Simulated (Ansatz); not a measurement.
**Si (interface cell): density, localisation and related maps**

The calculation's input:

```
crystal:
  lattice:
    - [3.8676454502, 0.0, 0.0]
    - [-1.9338227251, 6.4137643903, 0.0]
    - [0.0, 0.0, 36.5817303464]
  atoms:
    - { symbol: Si, position: [0.0909090909, 0.1818181818, 0.1633312931] }
    - { symbol: Si, position: [0.2727272727, 0.5454545455, 0.2985766365] }
    - { symbol: Si, position: [0.4545454545, 0.9090909091, 0.4338219799] }
    - { symbol: Si, position: [0.6363636364, 0.2727272727, 0.1971426289] }
    - { symbol: Si, position: [0.8181818182, 0.6363636364, 0.3323879723] }
    - { symbol: Si, position: [0.3636363636, 0.7272727273, 0.1182495119] }
    - { symbol: Si, position: [0.0, 0.0, 0.3436584176] }
    - { symbol: Si, position: [0.7272727273, 0.4545454545, 0.0168155044] }
    - { symbol: Si, position: [0.9090909091, 0.8181818182, 0.1520608478] }
    - { symbol: Si, position: [0.5454545455, 0.0909090909, 0.3774697535] }
    - { symbol: Si, position: [0.9090909091, 0.8181818182, 0.0280859497] }
    - { symbol: Si, position: [0.5454545455, 0.0909090909, 0.2534948554] }
    - { symbol: Si, position: [0.7272727273, 0.4545454545, 0.3887401988] }
    - { symbol: Si, position: [0.1818181818, 0.3636363636, 0.1069790666] }
    - { symbol: Si, position: [0.3636363636, 0.7272727273, 0.2422244101] }
    - { symbol: Si, position: [0.6363636364, 0.2727272727, 0.0731677308] }
    - { symbol: Si, position: [0.8181818182, 0.6363636364, 0.2084130742] }
    - { symbol: Si, position: [0.4545454545, 0.9090909091, 0.0618972855] }
    - { symbol: Si, position: [0.0909090909, 0.1818181818, 0.2873061912] }
    - { symbol: Si, position: [0.2727272727, 0.5454545455, 0.4225515346] }
    - { symbol: Si, position: [0.1818181818, 0.3636363636, 0.4789037611] }
    - { symbol: Si, position: [1.0, 0.0, 0.4676333158] }
    - { symbol: Si, position: [0.5909090909, 0.1818181818, 0.8325682995] }
    - { symbol: Si, position: [0.7727272727, 0.5454545455, 0.697322956] }
    - { symbol: Si, position: [0.9545454545, 0.9090909091, 0.5620776126] }
    - { symbol: Si, position: [0.1363636364, 0.2727272727, 0.7987569636] }
    - { symbol: Si, position: [0.3181818182, 0.6363636364, 0.6635116202] }
    - { symbol: Si, position: [0.8636363636, 0.7272727273, 0.8776500806] }
    - { symbol: Si, position: [0.5, 0.0, 0.6522411749] }
    - { symbol: Si, position: [0.2272727273, 0.4545454545, 0.9790840882] }
    - { symbol: Si, position: [0.4090909091, 0.8181818182, 0.8438387448] }
    - { symbol: Si, position: [0.0454545455, 0.0909090909, 0.6184298391] }
    - { symbol: Si, position: [0.4090909091, 0.8181818182, 0.9678136429] }
    - { symbol: Si, position: [0.0454545455, 0.0909090909, 0.7424047372] }
    - { symbol: Si, position: [0.2272727273, 0.4545454545, 0.6071593938] }
    - { symbol: Si, position: [0.6818181818, 0.3636363636, 0.8889205259] }
    - { symbol: Si, position: [0.8636363636, 0.7272727273, 0.7536751825] }
    - { symbol: Si, position: [0.1363636364, 0.2727272727, 0.9227318618] }
    - { symbol: Si, position: [0.3181818182, 0.6363636364, 0.7874865183] }
    - { symbol: Si, position: [0.9545454545, 0.9090909091, 0.934002307] }
    - { symbol: Si, position: [0.5909090909, 0.1818181818, 0.7085934013] }
    - { symbol: Si, position: [0.7727272727, 0.5454545455, 0.5733480579] }
    - { symbol: Si, position: [0.6818181818, 0.3636363636, 0.5169958315] }
    - { symbol: Si, position: [0.5, 0.0, 0.5282662768] }
basis:
  ecutwfc: 420
kpoints:
  mp_grid: { grid: [8, 8, 1] }
hamiltonian:
  xc: pbe
scf:
  occupations: { method: gaussian, width: 0.05 }
output:
  forces: true
  stress: true
  eigenvalues: true
  write_density: true
  write_potential: true
  elf: true
  volumetric_format: npy
relax:
  adjacent_minimum: "off"
  f_tol: 0.02
  max_steps: 60
  cell: { fix: [a, b, alpha, beta, gamma], stress_tol: 0.1 }
```

Launched as:

```sh
ansatz run input.yaml --threads 4 --pin off --max-ram 12288MiB --backend cpu --events-out ev --progress --plain --runs-dir out
```

The fields are those of the relaxed geometry.

Theory: Ansatz, DFT PBE, scalar-relativistic, plane waves, PAW.

Core electrons are frozen (PAW), and the valence fields are smoothed inside the atomic spheres.

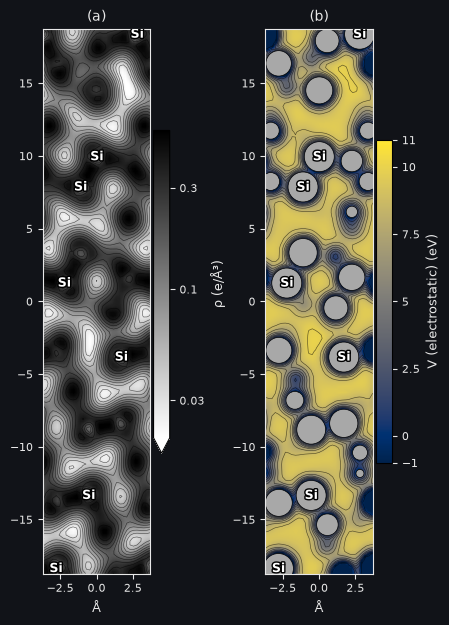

Figure 1. (a) valence pseudo-density; (b) electrostatic potential energy of an electron on the (101) plane of the calculation cell. Grey discs cover the atomic cores in the potential map.

> What do the fields say about this system?

The section cuts through Si sites. Atoms just off the plane (Si, 0.3 Å away) can leave unmarked features too. Si–Si (2.37 Å): ρ is about 0.56 e/Å³ halfway. Between the atoms the lowest density in this plane is 0.02 e/Å³. Outside the cores the potential energy rises away from the atoms and is highest about 2.3 Å from the nearest atoms; its zero is arbitrary.

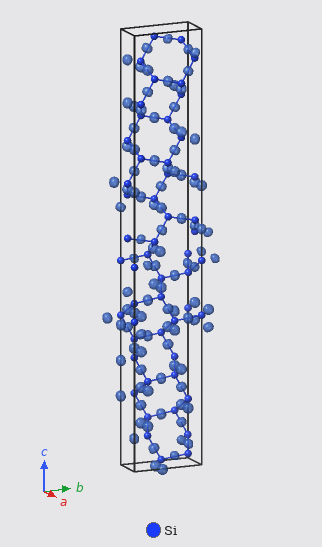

Figure 2. Isosurface of the electron localisation function at 0.9 (blue), seen slightly off an axis. Core shells and regions of very low density are left out. Sticks mark near contacts.

> Describe the localisation domains.

The ELF exceeds this value in 86 regions between bonded Si–Si atoms, counted in one cell of 44 atoms. Regions shared between cells count once. Profiles from the grid: Si–Si (2.36 Å): the ELF peaks at about 0.95 between the atoms.

> Metal or insulator at this level of theory?

It is metallic or semimetallic at this level of theory: no gap opens.
